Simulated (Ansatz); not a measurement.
## Electronic structure of BaS in real space

```yaml
crystal:
  lattice:
    - [6.34463, 0.00000, 0.00000]
    - [0.00000, 6.34463, 0.00000]
    - [0.00000, 0.00000, 6.34463]
  atoms:
    - { symbol: Ba, position: [0.00000, 0.00000, 0.00000] }
    - { symbol: Ba, position: [0.50000, 0.50000, 0.00000] }
    - { symbol: Ba, position: [0.50000, 0.00000, 0.50000] }
    - { symbol: Ba, position: [0.00000, 0.50000, 0.50000] }
    - { symbol: S, position: [0.50000, 0.00000, 0.00000] }
    - { symbol: S, position: [0.00000, 0.50000, 0.00000] }
    - { symbol: S, position: [0.00000, 0.00000, 0.50000] }
    - { symbol: S, position: [0.50000, 0.50000, 0.50000] }
```

Space group Fm-3m.

The calculation used Ansatz 0.2.0, Kohn-Sham DFT of a periodic cell, HSE06, Ansatz PAW.

The density is the valence pseudo-density of a PAW calculation; it isn't the true density close to the nuclei.

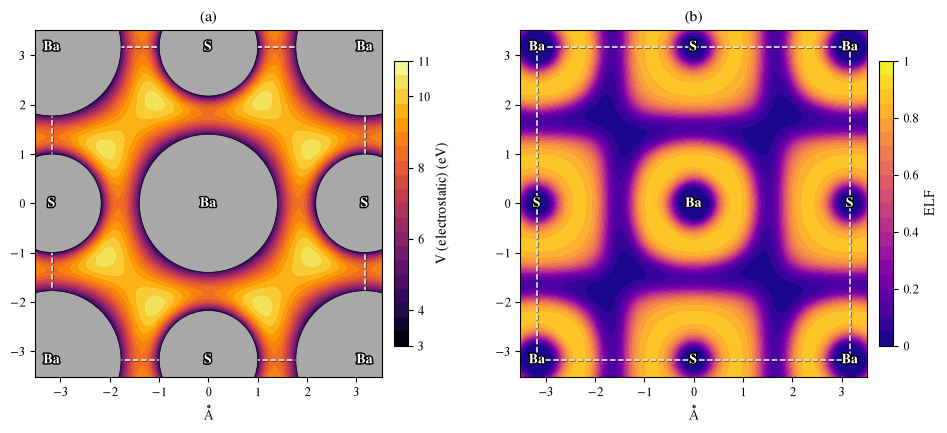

Figure 1. (a) electrostatic potential (local pseudopotential plus Hartree) felt by an electron; (b) ELF on the (010) plane of the conventional cell. Grey discs cover the atomic cores in the potential map.

> Read the bonding off the picture.

- The section cuts through Ba and S sites.
- Ba–S (3.17 Å): the ELF peaks at about 0.85 in the valence shell of S, 0.9 Å from its nucleus, and drops to about 0.10 between the two atoms; a closed-shell, largely ionic contact.
- The features right at Ba lie inside the PAW spheres, where the map follows smoothed inner orbitals and isn't to be read closely.
- Outside the cores the potential energy rises away from the atoms and is highest about 1.6 Å from the nearest atoms; its zero is arbitrary.

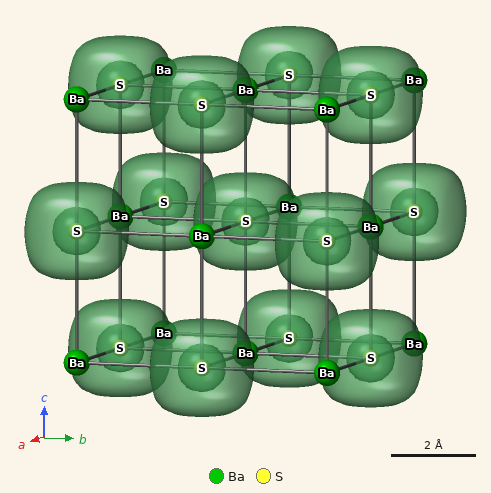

Figure 2. Isosurface of the electron localisation function at 0.75 (green), seen slightly off an axis. Only the valence region is drawn (cores and ρ < 0.01 e/Å³ removed). Sticks mark near contacts.

> Where are the electrons localised?

At this value the surface marks out four regions wrapped around S (the valence shell of each), counted in one cell of 8 atoms. Regions shared between cells count once.

> Does the calculation give a band gap?

It is gapped, with a Kohn–Sham gap of 3.1 eV on the k-point mesh (the band edges may lie off the mesh, which would make the gap smaller).
